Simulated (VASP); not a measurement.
**Band-structure calculation of SiO$_{2}$**

System: SiO$_{2}$ (3 atoms in the cell).
Method: DFT, PBEsol, plane waves, PAW (VASP 6.6.1).

The structure was built on a prototype by a generator. The geometry comes from this level: r2SCAN.

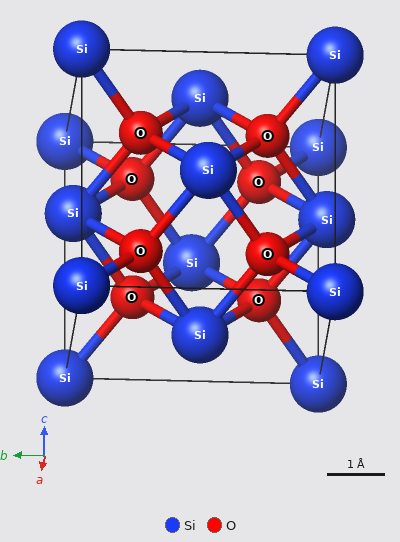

Fig. 1: The structure as given in the input (ball-and-stick view of the cell 4 times as large as that of the calculation, set on its symmetry axes, seen at an oblique angle). Near neighbours in the crystal (not all of them lie inside the picture): Si has 8 O at 1.96 Å; O has 4 Si at 1.96 Å.

**INCAR**
```
ENCUT = 520.000000
SIGMA = 0.010000
EDIFF = 1.00e-07
GGA = PS
PREC = Accurate
IBRION = -1
ISIF = 2
ISMEAR = 0
NBANDS = 15
NELM = 120
NSW = 0
LASPH = .TRUE.
LCHARG = .TRUE.
LELF = .TRUE.
LWAVE = .FALSE.
LREAL = .FALSE.
```

**KPOINTS**
```
KPOINTS created by Atomic Simulation Environment
0
Gamma
10 10 10
0 0 0
```

**KPOINTS_OPT**
```
special points
6
Reciprocal
0.0000000000 0.0000000000 0.0000000000 1
0.5000000000 0.0000000000 0.5000000000 1
0.5000000000 0.2500000000 0.7500000000 1
0.3750000000 0.3750000000 0.7500000000 1
0.5000000000 0.5000000000 0.5000000000 1
0.6250000000 0.2500000000 0.6250000000 1
```

**POSCAR**
```
Si O
 1.0000000000000000
    -0.0000000000000000    2.2641691162216273    2.2641691162216273
     2.2641691162216273   -0.0000000000000000    2.2641691162216273
     2.2641691162216273    2.2641691162216273   -0.0000000000000000
 Si  O
   1   2
Cartesian
 -0.0000000000000000  0.0000000000000000 -0.0000000000000000
  1.1320845581108139  1.1320845581108139  1.1320845581108139
  3.3962536743324403  3.3962536743324403  3.3962536743324403
```

Machine: 1 CPU thread, shared host.

Command:
```bash
mpirun -np 1 vasp_std
```

**OSZICAR**
```
N       E                     dE             d eps       ncg     rms          rms(c)
DAV:   1     0.526206480082E+02    0.52621E+02   -0.86891E+03  1450   0.101E+03
DAV:   2    -0.216119296837E+02   -0.74233E+02   -0.66933E+02  1844   0.223E+02
DAV:   3    -0.237838539370E+02   -0.21719E+01   -0.21669E+01  1711   0.365E+01
DAV:   4    -0.237911342716E+02   -0.72803E-02   -0.72799E-02  1711   0.253E+00
DAV:   5    -0.237911705791E+02   -0.36308E-04   -0.36307E-04  1725   0.170E-01    0.106E+01
DAV:   6    -0.213390430839E+02    0.24521E+01   -0.45916E+00  1501   0.199E+01    0.417E+00
DAV:   7    -0.213205677294E+02    0.18475E-01   -0.24776E-01  1711   0.402E+00    0.173E+00
DAV:   8    -0.213066074048E+02    0.13960E-01   -0.16093E-02  1543   0.131E+00    0.452E-01
DAV:   9    -0.213062032553E+02    0.40415E-03   -0.17091E-03  1585   0.414E-01    0.168E-01
DAV:  10    -0.213063449913E+02   -0.14174E-03   -0.36525E-04  1543   0.146E-01    0.218E-02
DAV:  11    -0.213063371229E+02    0.78684E-05   -0.18452E-05  1858   0.384E-02    0.995E-03
DAV:  12    -0.213063388586E+02   -0.17357E-05   -0.21430E-06  1529   0.124E-02    0.313E-03
DAV:  13    -0.213063388904E+02   -0.31789E-07   -0.29325E-08  1456   0.137E-03
   1 F= -.21306339E+02 E0= -.21306339E+02  d E =-.816235-109
       N       E                     dE             ncg
DAV:   1     0.123482532083E+04   -0.31271E+04      187
DAV:   2     0.851521786162E+03   -0.38330E+03      236
DAV:   3     0.841985916469E+03   -0.95359E+01      229
DAV:   4     0.841950114823E+03   -0.35802E-01      208
DAV:   5     0.841949908129E+03   -0.20669E-03      222
DAV:   6     0.841949906248E+03   -0.18802E-05      201
DAV:   7     0.841949906229E+03   -0.19831E-07      174
```

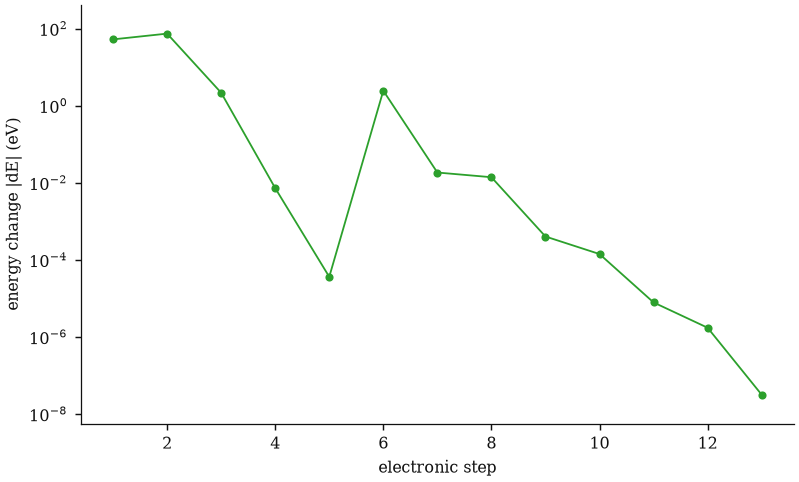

Fig. 2: Convergence of the self-consistent field: energy change |dE| against the electronic step. It takes 13 electronic steps. The density is held fixed in the first few steps, and dE rises again when its update begins.

**Parts of OUTCAR**
```
k-points           NKPTS =     47   k-points in BZ     NKDIM =     47   number of bands    NBANDS=     15

   NELECT =      16.0000    total number of electrons

   dimension x,y,z NGX =    24 NGY =   24 NGZ =   24
   dimension x,y,z NGXF=    48 NGYF=   48 NGZF=   48

  energy-cutoff  :      520.00
  volume of cell :       23.21
      direct lattice vectors                 reciprocal lattice vectors
     0.000000000  2.264169116  2.264169116    -0.220831561  0.220831561  0.220831561
     2.264169116  0.000000000  2.264169116     0.220831561 -0.220831561  0.220831561
     2.264169116  2.264169116  0.000000000     0.220831561  0.220831561 -0.220831561

 k-points in reciprocal lattice and weights: KPOINTS created by Atomic Simulation Env
   0.00000000  0.00000000  0.00000000       0.001
   0.10000000  0.00000000  0.00000000       0.008
   0.20000000  0.00000000  0.00000000       0.008
   0.30000000  0.00000000  0.00000000       0.008
   0.40000000  0.00000000  0.00000000       0.008
   0.50000000  0.00000000  0.00000000       0.004
   0.10000000  0.10000000  0.00000000       0.006
   0.20000000  0.10000000  0.00000000       0.024
   0.30000000  0.10000000  0.00000000       0.024
   0.40000000  0.10000000  0.00000000       0.024
   0.50000000  0.10000000  0.00000000       0.024
  -0.40000000  0.10000000  0.00000000       0.024
  -0.30000000  0.10000000  0.00000000       0.024
  -0.20000000  0.10000000  0.00000000       0.024
  -0.10000000  0.10000000  0.00000000       0.012
   0.20000000  0.20000000  0.00000000       0.006
   0.30000000  0.20000000  0.00000000       0.024
   0.40000000  0.20000000  0.00000000       0.024
   0.50000000  0.20000000  0.00000000       0.024
  -0.40000000  0.20000000  0.00000000       0.024
  -0.30000000  0.20000000  0.00000000       0.024
  -0.20000000  0.20000000  0.00000000       0.012
   0.30000000  0.30000000  0.00000000       0.006
   0.40000000  0.30000000  0.00000000       0.024
   0.50000000  0.30000000  0.00000000       0.024
  -0.40000000  0.30000000  0.00000000       0.024
  -0.30000000  0.30000000  0.00000000       0.012
   0.40000000  0.40000000  0.00000000       0.006
   0.50000000  0.40000000  0.00000000       0.024
  -0.40000000  0.40000000  0.00000000       0.012
   0.50000000  0.50000000  0.00000000       0.003
   0.30000000  0.20000000  0.10000000       0.024
   0.40000000  0.20000000  0.10000000       0.048
   0.50000000  0.20000000  0.10000000       0.048
  -0.40000000  0.20000000  0.10000000       0.024
   0.40000000  0.30000000  0.10000000       0.024
   0.50000000  0.30000000  0.10000000       0.048
  -0.40000000  0.30000000  0.10000000       0.048
  -0.30000000  0.30000000  0.10000000       0.048
  -0.20000000  0.30000000  0.10000000       0.024
   0.50000000  0.40000000  0.10000000       0.024
  -0.40000000  0.40000000  0.10000000       0.048
  -0.30000000  0.40000000  0.10000000       0.024
  -0.40000000  0.50000000  0.10000000       0.012
  -0.40000000  0.40000000  0.20000000       0.024
  -0.30000000  0.40000000  0.20000000       0.024
  -0.30000000  0.50000000  0.20000000       0.012

 E-fermi :   9.7443

 k-point     1 :       0.0000    0.0000    0.0000
  band No.  band energies     occupation
      1     -13.3975      2.00000
      2      -6.3732      2.00000
      3       3.6983      2.00000
      4       3.6983      2.00000
      5       3.6983      2.00000
      6       7.2980      2.00000
      7       7.2980      2.00000
      8       7.2980      2.00000
      9      11.8115      0.00000
     10      15.3926      0.00000
     11      15.3926      0.00000
     12      15.3926      0.00000
     13      21.8123      0.00000
     14      21.8123      0.00000
     15      24.0354      0.00000

 k-point     2 :       0.1000    0.0000    0.0000
  band No.  band energies     occupation
      1     -13.2520      2.00000
      2      -6.5680      2.00000
      3       3.5870      2.00000
      4       3.7057      2.00000
      5       3.7057      2.00000
      6       6.7702      2.00000
      7       7.1085      2.00000
      8       7.1085      2.00000
      9      12.5026      0.00000
     10      15.4745      0.00000
     11      15.6588      0.00000
     12      15.6588      0.00000
     13      22.1003      0.00000
     14      22.1003      0.00000
     15      24.6035      0.00000

 k-point     3 :       0.2000    0.0000    0.0000
  band No.  band energies     occupation
      1     -12.8223      2.00000
      2      -7.1302      2.00000
      3       3.2765      2.00000
      4       3.7481      2.00000
      5       3.7482      2.00000
      6       5.8317      2.00000
      7       6.6100      2.00000
      8       6.6100      2.00000
      9      13.7677      0.00000
     10      16.0006      0.00000
     11      16.4357      0.00000
     12      16.4357      0.00000
     13      22.7784      0.00000
     14      22.7784      0.00000
     15      25.7772      0.00000

 k-point     4 :       0.3000    0.0000    0.0000
  band No.  band energies     occupation
      1     -12.1322      2.00000
      2      -7.9907      2.00000
      3       2.8731      2.00000
      4       3.8684      2.00000
      5       3.8684      2.00000
      6       5.0575      2.00000
      7       5.9630      2.00000
      8       5.9630      2.00000
      9      14.7323      0.00000
     10      17.2619      0.00000
     11      17.6180      0.00000
     12      17.6180      0.00000
     13      23.3757      0.00000
     14      23.3757      0.00000
     15      26.3063      0.00000

 k-point     5 :       0.4000    0.0000    0.0000
  band No.  band energies     occupation
      1     -11.2262      2.00000
      2      -9.0411      2.00000
      3       2.5488      2.00000
      4       4.0879      2.00000
      5       4.0879      2.00000
      6       4.5798      2.00000
      7       5.3437      2.00000
      8       5.3437      2.00000
      9      15.3783      0.00000
     10      18.6380      0.00000
     11      18.9211      0.00000
     12      18.9211      0.00000
     13      23.4224      0.00000
     14      23.4224      0.00000
     15      25.9879      0.00000

 [... the levels of 41 k-points are left out ...]

 k-point    47 :      -0.3000    0.5000    0.2000
  band No.  band energies     occupation
      1      -9.9399      2.00000
      2      -9.2713      2.00000
      3      -1.4334      2.00000
      4       0.3384      2.00000
      5       3.5912      2.00000
      6       5.7117      2.00000
      7       8.8166      2.00000
      8       9.3226      2.00000
      9      13.9173      0.00000
     10      17.9835      0.00000
     11      19.6252      0.00000
     12      20.8924      0.00000
     13      22.3490      0.00000
     14      25.5437      0.00000
     15      28.3317      0.00000

  Total        0.5291115      0.5291115      0.5291115      0.0000000     -0.0000000      0.0000000
  in kB       36.5175110     36.5175110     36.5175110      0.0000000     -0.0000000      0.0000000
  external PRESSURE =      36.5175110 kB  Pullay stress =       0.0000000 kB

 POSITION                                       TOTAL-FORCE (eV/Angst)
 -----------------------------------------------------------------------------------
      0.00000      0.00000      0.00000        -0.000000     -0.000000     -0.000000
      1.13208      1.13208      1.13208         0.000000     -0.000000      0.000000
      3.39625      3.39625      3.39625        -0.000000      0.000000     -0.000000
 -----------------------------------------------------------------------------------
    total drift:                                0.000000      0.000000      0.000000

  FREE ENERGIE OF THE ION-ELECTRON SYSTEM (eV)
  ---------------------------------------------------
  free  energy   TOTEN  =       -21.3063388904 eV

  energy  without entropy=      -21.3063388904  energy(sigma->0) =      -21.30633889
```

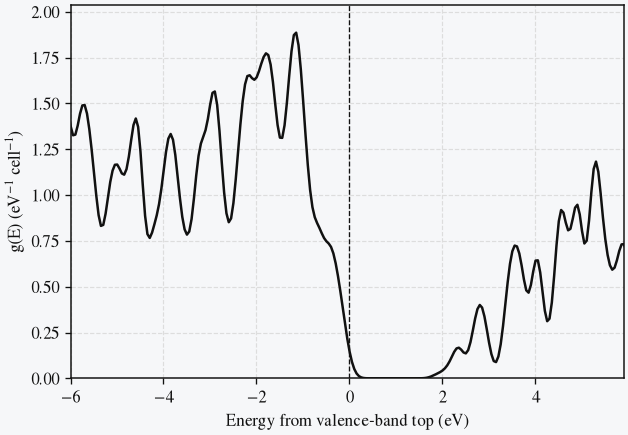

Fig. 3: Density of states (the curve is built from the levels of the k mesh with Gaussians 0.3 eV wide, which also blur the band edges), with energies from the valence-band top. There is a gap of 1.90 eV on the k-point mesh. Small ripples come from the finite k-point mesh.

**Key numbers**

| quantity | value |
| --- | --- |
| outcome | converged |
| space group (tolerance 0.01 Å) | Fm-3m (225) |
| electrons treated | 16 |
| free energy | −21.3063 eV |
| Fermi energy | 9.744 eV |
| band gap | 1.90 eV |
| pressure | 3.65 GPa |
| largest force (length of the vector) | under 0.001 eV/Å |
| wall time | 5.3 s |
| peak memory | 0.14 GiB |
